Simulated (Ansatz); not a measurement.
Here is a crystal structure:

```
Ta N
1.0
     2.99080    0.00000    0.00000
    -1.49540    2.59011    0.00000
     0.00000    0.00000   15.26627
Ta N
6 3
Cartesian
  0.0000 1.7267 13.9477
  0.0000 0.0000 11.4961
  0.0000 0.0000 3.7701
  1.4954 0.8634 1.3186
  1.4954 0.8634 8.8589
  0.0000 1.7267 6.4074
  0.0000 0.0000 0.0000
  1.4954 0.8634 5.0888
  0.0000 1.7267 10.1775
```

Say what kind of structure these coordinates give.

Formula: Ta₂N. Symmetry: R-3m (No. 166), rhombohedral (trigonal R) lattice. The cell holds 9 atoms (6 Ta, 3 N), Z = 3.

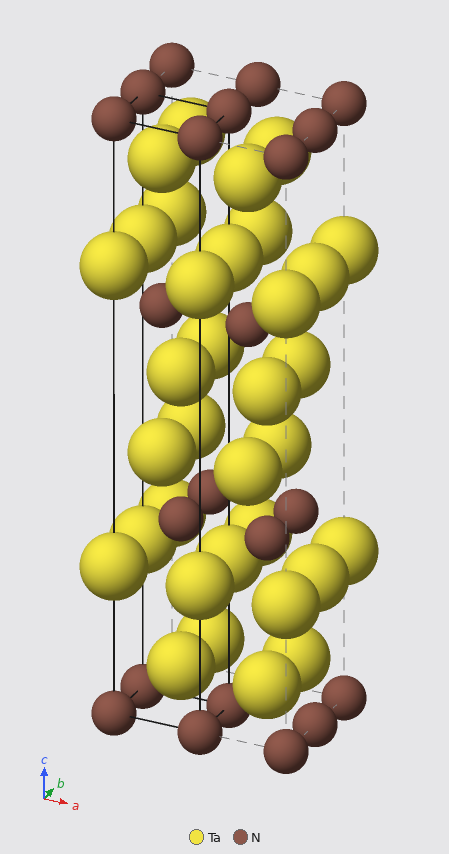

Structure drawing (spheres-only), viewed slightly off an axis. The solid frame is a single conventional unit cell within a 2×2×1 block. Colours: tantalum yellow, nitrogen brown.

It goes back to a structure listed in the Materials Project, with elements exchanged, so it need not be a known form of the compound. Atoms and cell were optimised with Ansatz 0.2.0, DFT PBEsol, scalar-relativistic, plane waves, PAW.
